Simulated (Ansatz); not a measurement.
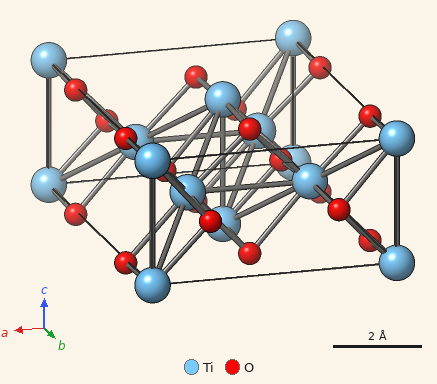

Structure drawing (ball-and-stick), viewed from a general direction. Thin lines show the conventional unit cell, with boundary atoms drawn in all their periodic places.

What structure is drawn here?

Chemical formula Ti3O4. It is base-centred orthorhombic, space group Cmm2 (No. 35). It has 14 atoms to the cell (6 Ti, 8 O). By contacts within bonding range, the coordination numbers are Ti 14 to 16 (mean 14.7) and O 4 to 5 (mean 4.5).

Its origin is a structure listed in the Materials Project. The cell was then strained or its atoms displaced on purpose. It went into a calculation with Ansatz.

At this level of theory the run's own cell isn't at rest (forces up to 1.1 eV/Å), so its distances can differ from those at equilibrium, the more so the softer the solid.
